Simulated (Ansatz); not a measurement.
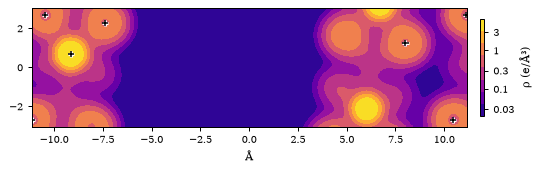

The valence charge density (pseudo) on a plane through atoms (crosses mark nuclei in the plane).

Computed with Ansatz 0.2.0, Kohn-Sham DFT of a periodic cell, LDA, Ansatz PAW.

Candidates:
A. CuO, a = 4.03 Å, b = 4.36 Å, c = 5.22 Å, α = 90.00°, β = 90.00°, γ = 90.00°. Space group Cccm; a structure from a database of computed crystals, not necessarily the ambient phase; computed pressure about −17 GPa in this cell.
B. Cu, a = 2.53 Å, b = 2.53 Å, c = 8.26 Å, α = 90.00°, β = 90.00°, γ = 120.00°. Space group P6₃/mmc; a structure from a database of computed crystals, not necessarily the ambient phase; computed pressure about −8 GPa in this cell.
C. MoS$_{2}$, a = 3.12 Å, b = 3.12 Å, c = 21.36 Å, α = 90.00°, β = 90.00°, γ = 120.00°. Space group P-3m1; a structure from a database of computed crystals, not necessarily the ambient phase.

**Which system is this?**

Candidate C: MoS$_{2}$ on the (111) plane of the conventional cell, which holds Mo and S. Mo–S (2.38 Å): the density is about 0.64 e/Å³ at the midpoint.
